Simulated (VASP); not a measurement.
GaN (space group P6_3mc, No. 186). Coordinates: a cell listed in the Materials Project, as set up for an electronic-structure calculation.

```
Ga N
1.0
     3.21154    0.00000    0.00000
    -1.60577    2.78127    0.00000
     0.00000    0.00000   10.35684
Ga N
4 4
Cartesian
  0.0000 0.0000 8.1391
  1.6058 0.9271 0.3868
  0.0000 1.8542 5.5652
  0.0000 0.0000 2.9607
  0.0000 0.0000 0.9636
  1.6058 0.9271 3.5601
  0.0000 0.0000 6.1420
  0.0000 1.8542 8.7385
```

Describe the stacking along c, naming the columns A, B, C as they first turn up.

Ga(A) – N(B) – Ga(B) – N(A) – Ga(C) – N(B) – Ga(B) – N(C) (eight layers in 10.36 Å).

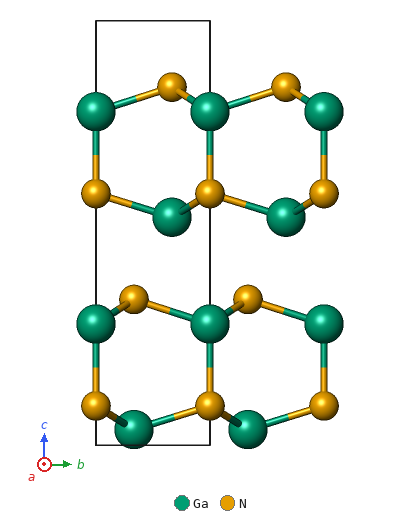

Projection along an edge of the hexagonal mesh, stacking direction c upwards. Every atom sits on one of the three columns of the mesh; call them A, B, C in the order in which they first turn up. The sequence starts with the first layer at or above the cell's origin.
